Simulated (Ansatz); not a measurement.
**Run report: Ga$_{2}$As$_{2}$H, geometry relaxation (part 1 of 3)**

System: Ga$_{2}$As$_{2}$H (slab, 5 atoms in the cell).
Method: DFT PBE, scalar-relativistic, plane waves, PAW, PAW set soft_1, spin-polarised (Ansatz 0.2.0).

The structure derives from an entry of the Crystallography Open Database. The input holds or restrains some coordinates. Forces given for the steps count only the free coordinates.

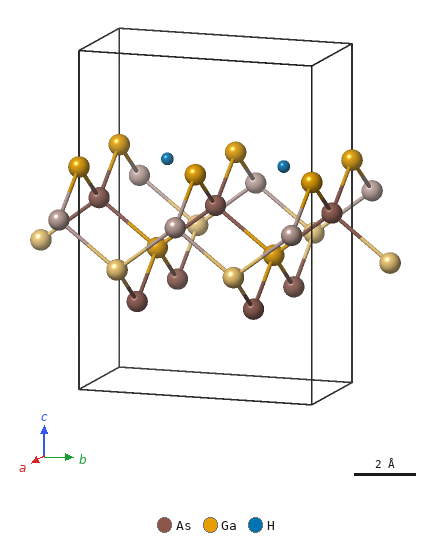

**Figure 1.** The starting structure (ball-and-stick view of the 1 × 2 repeat of the cell, with the vacuum cut short, seen slightly off an axis; neighbours outside the cell are drawn fainter). An atom can appear more than once, as a periodic image.

Input:
```yaml
crystal:
  lattice:
    - [4.0629609257, 0.0, 0.0]
    - [0.0, 4.0629609257, 0.0]
    - [0.0, 0.0, 19.890498656]
  atoms:
    - { symbol: As, position: [0.0, 0.5, 0.2011010417] }
    - { symbol: Ga, position: [0.5, 0.5, 0.2733201266] }
    - { symbol: As, position: [0.5, 0.0, 0.351101968] }
    - { symbol: Ga, position: [0.0, 0.0, 0.4218345051] }
    - { symbol: H, position: [0.25, 0.5, 0.4137904634], spin: 1.0 }
basis:
  ecutwfc: 420
kpoints:
  mp_grid: { grid: [7, 7, 1] }
hamiltonian:
  xc: pbe
  pseudopotentials: { kind: paw, azcp: { folder: soft_1 } }
scf:
  occupations: { method: gaussian, width: 0.05 }
output:
  forces: true
  eigenvalues: true
  populations: true
  write_density: true
  write_potential: true
  elf: true
  volumetric_format: npy
magnetization:
  spin_polarized: true
relax:
  adjacent_minimum: "off"
  f_tol: 0.025
  max_steps: 16
  constraints: [{ sites: [0, 1, 2, 3] }, { sites: [4], fix: xy }]
efield:
  axis: 3
  dipole_correction: true
  ramp_width: 0.04
```

Run on 2 threads of Arm Neoverse V2, 24 GiB of memory available, shared host.

Run as:
```bash
ansatz run input.yaml --threads 2 --pin off --max-ram 6144MiB --backend cpu --events-out ev --progress --plain --runs-dir out
```

The program's output:
```
Engine: ansatz 0.2.0, aarch64-unknown-linux-gnu
Pseudopotentials: kind: paw
Pseudopotential: As, paw, valence charge 15, recommended cutoff 420 eV (normal), [file]
Pseudopotential: Ga, paw, valence charge 13, recommended cutoff 420 eV (normal), [file]
Pseudopotential: H, paw, valence charge 1, recommended cutoff 420 eV (normal), [file]
Functional definition: PBE
  parameter kappa = 0.804
  parameter beta = 0.06672455060314922
  exchange = pbe_x(kappa = kappa, mu = beta*pi^2/3)
  correlation = pbe_c(beta = beta)
Crystal: 5 atoms, lattice volume = 328.345 Å³
Basis set: ecut = 420 eV, 6467 PW (Γ), exchange–correlation on 60×60×270 points (8 copies of the dense FFT grid, shifted against one another)
Bands: 35, of which v1, the nominal top of the filled ones, is band 29 counted from 1 (28 counted from 0)
Symmetry: 2 space group operations
k-points: 16 of 49 (time reversal used)
Non-local potential: As, projectors of the file, l = 0: 2, l = 1: 2, l = 2: 3, l = 3: 1
Non-local potential: Ga, projectors of the file, l = 0: 2, l = 1: 2, l = 2: 3, l = 3: 1
Non-local potential: H, projectors of the file, l = 0: 2, l = 1: 1
PAW form: soft (Blöchl's): semilocal exchange-correlation on the pseudo side does not see the compensation charge
PAW one-centre angular grid: As, 590 points (default); XC on 64 Gauss nodes
PAW one-centre angular grid: Ga, 590 points (default); XC on 64 Gauss nodes
PAW one-centre angular grid: H, 110 points (default); XC on 64 Gauss nodes
Initial density: superposition of atomic densities (neutral atoms: chi_scale 0, normalization atom)
Starting moments: Σ|m| = 1 μB on 1 of 5 sites
Initial wavefunctions: pseudopotential atomic-orbital guess
Functional: x = pbe(κ = 0.804, μ = 0.2195149727645171), c = pbe(β = 0.06672455060314922)
SCF iter   1: F=—  HF=-17291.563916 eV  |F-HF|=—  |Δ(HF+E_count)|=         —  Δρ=1.11e-2 (↑1.02e-2 ↓1.11e-2)  dr2=3.18e0  dr2_m=7.36e-2  M=0.217 μB ∫|m|=0.672 μB  β_m=0.30  ethr=3.10e-3  p=0.000 e·Å  D=1.86e-6 V/Å  ΔV_dip=-0.00 eV  dr2_dipole=8.05e-1  V_vac-E_F(+/−)=5.62/5.62 eV  ⟨swp⟩=7.3  Hψ=4878  notcnv=0  defer=3
efield: sawtooth ramp at fractional position 0.7915 (placed from the atoms, in the widest stretch of the axis that holds none; the zero of the levels goes with the place), width 0.0400; the density the first Hamiltonian is built on has a dipole p = 0.000 e·Å; the dipole correction subtracts the counter field D = 1.86e-6 V/Å, which shifts the + side's vacuum level by -0.00 eV against the − side's; the planar-averaged density in the ramp window peaks in size at 2.9e-6 e/Å³
preconditioner: auto → Resta (q_TF=auto, 2.038 Å⁻¹)  ε∞=1.9  [insulator: Δε(μ)=0.071 eV  Ē_g=13.043 eV  σ=0.050 eV  W_gap=0.62  n_scr=48 (ndim 8)  ℏωp=12.5 eV  f_vac=0.610  D(μ)=1.86/eV (n_scr^D=6)  ε∞_Penn≈1.9  vacuum switching on, ρ_ref=1.2e-2 e/Å³]
spin=Collinear: Resta preconditioning applied to the charge; magnetization (m = ρ↑ − ρ↓) channel mixes plain (no charge-response kernel on spin).
SCF iter   2: F=—  HF=-17292.338623 eV  |F-HF|=—  |Δ(HF+E_count)|=   7.75e-1  Δρ=1.26e-2 (↑9.42e-3 ↓1.26e-2)  dr2=1.58e1  dr2_m=6.62e-2  M=0.390 μB ∫|m|=0.515 μB  β_m=0.30  ethr=3.10e-3  p=0.289 e·Å  D=1.59e-1 V/Å  ΔV_dip=-3.17 eV  dr2_dipole=5.98e0  V_vac-E_F(+/−)=3.67/6.84 eV  ⟨swp⟩=3.2  Hψ=1790  notcnv=0  defer=54  κ⁻¹=1.0e0(r=1)
preconditioner: auto → LDOS  [metal: Δε(μ)=0.007 eV  Ē_g=13.146 eV  σ=0.050 eV  W_gap=0.08  n_scr=48 (ndim 8)  ℏωp=12.5 eV  f_vac=0.614  D(μ)=3.74/eV (n_scr^D=8)]
spin=Collinear: LDOS preconditioning applied to the charge; magnetization (m = ρ↑ − ρ↓) channel mixes plain (no charge-response kernel on spin).
SCF iter   3: F=—  HF=-17291.622881 eV  |F-HF|=—  |Δ(HF+E_count)|=   7.16e-1  Δρ=8.63e-3 (↑5.93e-3 ↓8.63e-3)  dr2=6.76e-1  dr2_m=4.58e-2  M=0.195 μB ∫|m|=0.462 μB  β_m=0.30  ethr=3.10e-3  p=0.102 e·Å  D=5.61e-2 V/Å  ΔV_dip=-1.12 eV  dr2_dipole=9.04e-3  V_vac-E_F(+/−)=4.88/6.00 eV  ⟨swp⟩=3.0  Hψ=1619  notcnv=0  defer=62  κ⁻¹=1.3e-3(r=2)
SCF iter   4: F=—  HF=-17291.596746 eV  |F-HF|=—  |Δ(HF+E_count)|=   2.61e-2  Δρ=4.37e-3 (↑4.19e-3 ↓4.37e-3)  dr2=1.81e-1  dr2_m=4.33e-2  M=0.108 μB ∫|m|=0.415 μB  β_m=0.30  ethr=1.19e-3  p=0.150 e·Å  D=8.28e-2 V/Å  ΔV_dip=-1.65 eV  dr2_dipole=6.80e-2  V_vac-E_F(+/−)=4.23/5.88 eV  ⟨swp⟩=3.1  Hψ=1629  notcnv=0  defer=61  κ⁻¹=8.3e-4(r=3)
SCF iter   5: F=—  HF=-17291.629011 eV  |F-HF|=—  |Δ(HF+E_count)|=   3.23e-2  Δρ=3.43e-3 (↑3.43e-3 ↓3.39e-3)  dr2=2.06e-2  dr2_m=3.05e-2  M=0.097 μB ∫|m|=0.391 μB  β_m=0.30  ethr=3.18e-4  p=0.131 e·Å  D=7.24e-2 V/Å  ΔV_dip=-1.44 eV  dr2_dipole=9.96e-4  V_vac-E_F(+/−)=4.28/5.72 eV  ⟨swp⟩=2.0  Hψ=1246  notcnv=0  defer=63  κ⁻¹=7.8e-5(r=4)
SCF iter   6: F=—  HF=-17291.656771 eV  |F-HF|=—  |Δ(HF+E_count)|=   2.78e-2  Δρ=2.77e-3 (↑2.64e-3 ↓2.77e-3)  dr2=4.20e-3  dr2_m=2.16e-2  M=0.075 μB ∫|m|=0.374 μB  β_m=0.30  ethr=3.61e-5  p=0.122 e·Å  D=6.70e-2 V/Å  ΔV_dip=-1.33 eV  dr2_dipole=3.25e-4  V_vac-E_F(+/−)=4.25/5.58 eV  ⟨swp⟩=3.0  Hψ=1821  notcnv=0  defer=65  κ⁻¹=7.6e-6(r=5)
SCF iter   7: F=—  HF=-17291.675608 eV  |F-HF|=—  |Δ(HF+E_count)|=   1.88e-2  Δρ=2.34e-3 (↑2.26e-3 ↓2.34e-3)  dr2=8.87e-4  dr2_m=1.58e-2  M=0.040 μB ∫|m|=0.357 μB  β_m=0.30  ethr=7.36e-6  p=0.121 e·Å  D=6.67e-2 V/Å  ΔV_dip=-1.33 eV  dr2_dipole=6.77e-6  V_vac-E_F(+/−)=4.21/5.54 eV  ⟨swp⟩=2.0  Hψ=1363  notcnv=0  defer=65  κ⁻¹=4.1e-6(r=6)
SCF iter   8: F=—  HF=-17291.689031 eV  |F-HF|=—  |Δ(HF+E_count)|=   1.34e-2  Δρ=2.00e-3 (↑1.91e-3 ↓2.00e-3)  dr2=3.20e-4  dr2_m=1.15e-2  M=0.010 μB ∫|m|=0.344 μB  β_m=0.30  ethr=1.56e-6  p=0.119 e·Å  D=6.56e-2 V/Å  ΔV_dip=-1.30 eV  dr2_dipole=6.62e-5  V_vac-E_F(+/−)=4.19/5.50 eV  ⟨swp⟩=2.1  Hψ=1348  notcnv=0  defer=65  κ⁻¹=3.9e-7(r=7)
SCF iter   9: F=—  HF=-17291.698553 eV  |F-HF|=—  |Δ(HF+E_count)|=   9.52e-3  Δρ=1.70e-3 (↑1.67e-3 ↓1.70e-3)  dr2=1.20e-4  dr2_m=8.53e-3  M=-0.019 μB ∫|m|=0.333 μB  β_m=0.30  ethr=5.62e-7  p=0.120 e·Å  D=6.61e-2 V/Å  ΔV_dip=-1.32 eV  dr2_dipole=1.98e-5  V_vac-E_F(+/−)=4.18/5.50 eV  ⟨swp⟩=2.4  Hψ=1381  notcnv=0  defer=65
Mixer restart at iter 9: flushing history
spin-set hold released at iteration 9 (site moments contracting): the magnetisation degrees of freedom join the quasi-Newton model from the next iteration; the mixer history was flushed
SCF iter  10: F=—  HF=-17291.705420 eV  |F-HF|=—  |Δ(HF+E_count)|=   6.87e-3  Δρ=1.46e-3 (↑1.42e-3 ↓1.46e-3)  dr2=2.18e-4  dr2_m=6.24e-3  M=-0.042 μB ∫|m|=0.325 μB  β_m=0.39  ethr=2.11e-7  p=0.120 e·Å  D=6.61e-2 V/Å  ΔV_dip=-1.32 eV  dr2_dipole=6.06e-5  V_vac-E_F(+/−)=4.18/5.49 eV  ⟨swp⟩=2.7  Hψ=1688  notcnv=0  defer=65
density mixer auto → msr1: a metal under ldos (density of states about μ 0.84 of a free-electron gas's, 48 screened modes)
SCF iter  11: F=—  HF=-17291.720153 eV  |F-HF|=—  |Δ(HF+E_count)|=   1.47e-2  Δρ=6.30e-4 (↑5.88e-4 ↓6.30e-4)  dr2=1.70e-4  dr2_m=1.11e-3  M=-0.109 μB ∫|m|=0.300 μB  β_m=0.82  ethr=2.11e-7  p=0.119 e·Å  D=6.58e-2 V/Å  ΔV_dip=-1.31 eV  dr2_dipole=6.00e-5  V_vac-E_F(+/−)=4.17/5.48 eV  ⟨swp⟩=3.4  Hψ=2094  notcnv=0  defer=65
SCF iter  12: F=—  HF=-17291.723309 eV  |F-HF|=—  |Δ(HF+E_count)|=   3.16e-3  Δρ=6.08e-5 (↑5.78e-5 ↓6.08e-5)  dr2=1.72e-5  dr2_m=6.15e-6  M=-0.155 μB ∫|m|=0.284 μB  β_m=0.73  ethr=2.11e-7  p=0.118 e·Å  D=6.52e-2 V/Å  ΔV_dip=-1.30 eV  dr2_dipole=7.71e-7  V_vac-E_F(+/−)=4.17/5.47 eV  ⟨swp⟩=3.1  Hψ=2004  notcnv=0  defer=63
SCF iter  13: F=—  HF=-17291.723320 eV  |F-HF|=—  |Δ(HF+E_count)|=   1.07e-5  Δρ=3.98e-5 (↑3.74e-5 ↓3.98e-5)  dr2=7.35e-6  dr2_m=2.84e-6  M=-0.157 μB ∫|m|=0.281 μB  β_m=0.64  ethr=2.74e-8  p=0.118 e·Å  D=6.51e-2 V/Å  ΔV_dip=-1.30 eV  dr2_dipole=8.66e-7  V_vac-E_F(+/−)=4.18/5.47 eV  ⟨swp⟩=20.1  Hψ=11107  notcnv=0
SCF iter  14: F=—  HF=-17291.723324 eV  |F-HF|=—  |Δ(HF+E_count)|=   4.63e-6  Δρ=2.60e-5 (↑2.26e-5 ↓2.60e-5)  dr2=1.01e-6  dr2_m=1.63e-6  M=-0.158 μB ∫|m|=0.278 μB  β_m=0.82  ethr=1.29e-8  p=0.118 e·Å  D=6.51e-2 V/Å  ΔV_dip=-1.29 eV  dr2_dipole=4.76e-8  V_vac-E_F(+/−)=4.18/5.47 eV  ⟨swp⟩=12.5  Hψ=9676  notcnv=0
SCF iter  15: F=—  HF=-17291.723332 eV  |F-HF|=—  |Δ(HF+E_count)|=   7.96e-6  Δρ=1.57e-5 (↑1.57e-5 ↓1.48e-5)  dr2=3.01e-7  dr2_m=6.56e-7  M=-0.159 μB ∫|m|=0.274 μB  β_m=0.91  ethr=1.78e-9  p=0.118 e·Å  D=6.51e-2 V/Å  ΔV_dip=-1.29 eV  dr2_dipole=1.87e-8  V_vac-E_F(+/−)=4.18/5.47 eV  ⟨swp⟩=12.0  Hψ=9628  notcnv=0
SCF iter  16: F=—  HF=-17291.723337 eV  |F-HF|=—  |Δ(HF+E_count)|=   4.46e-6  Δρ=8.25e-6 (↑7.58e-6 ↓8.25e-6)  dr2=1.23e-7  dr2_m=1.79e-7  M=-0.160 μB ∫|m|=0.270 μB  β_m=0.95  ethr=5.27e-10  p=0.118 e·Å  D=6.50e-2 V/Å  ΔV_dip=-1.29 eV  dr2_dipole=3.01e-8  V_vac-E_F(+/−)=4.18/5.47 eV  ⟨swp⟩=12.4  Hψ=9418  notcnv=0
SCF iter  17: F=—  HF=-17291.723338 eV  |F-HF|=—  |Δ(HF+E_count)|=   1.42e-6  Δρ=3.28e-6 (↑2.99e-6 ↓3.28e-6)  dr2=3.98e-8  dr2_m=2.48e-8  M=-0.161 μB ∫|m|=0.267 μB  β_m=0.94  ethr=2.16e-10  p=0.118 e·Å  D=6.50e-2 V/Å  ΔV_dip=-1.29 eV  dr2_dipole=7.08e-9  V_vac-E_F(+/−)=4.18/5.47 eV  ⟨swp⟩=11.0  Hψ=8256  notcnv=0
SCF iter  18: F=-17291.723338 eV  HF=-17291.723338 eV  |F-HF|=3.03e-8  |Δ(HF+E_count)|=   2.07e-7  Δρ=1.45e-6 (↑1.45e-6 ↓1.25e-6)  dr2=2.77e-8  dr2_m=2.27e-9  M=-0.161 μB ∫|m|=0.266 μB  ethr=6.98e-11  p=0.118 e·Å  D=6.50e-2 V/Å  ΔV_dip=-1.29 eV  dr2_dipole=6.46e-9  V_vac-E_F(+/−)=4.18/5.47 eV  ⟨swp⟩=10.3  Hψ=7676  notcnv=0
SCF 1 converged in 18 iterations: F = -17291.723338 eV  dr2 = 2.77e-8
  greatest PAW one-centre occupation: 0.999 electrons in one spin orbital (limit 2), on the As atom at site 0 (counted from 0), in its partial waves of l = 2
relax step   1: F+E_penalty+E_count = -17291.72333827 eV  Δ(F+E_penalty+E_count) = +0.000e0 eV  max|allowed force component| = 7.087e-1 eV/Å  Δτ_max = 0.0000 Å  (18 SCF iters, dr2 threshold 1.56e-5 eV, accepted)
Initial density: handed on by an earlier stage of this run
Starting moments: Σ|m| = 1 μB on 1 of 5 sites; this step starts from the density that it was given
Initial wavefunctions: those handed on with the density
iter 1 solved again at ethr=3.21e-5 eV; its pass at ethr=3.10e-3 eV (dr2=1.83e-2 eV) is discarded
```
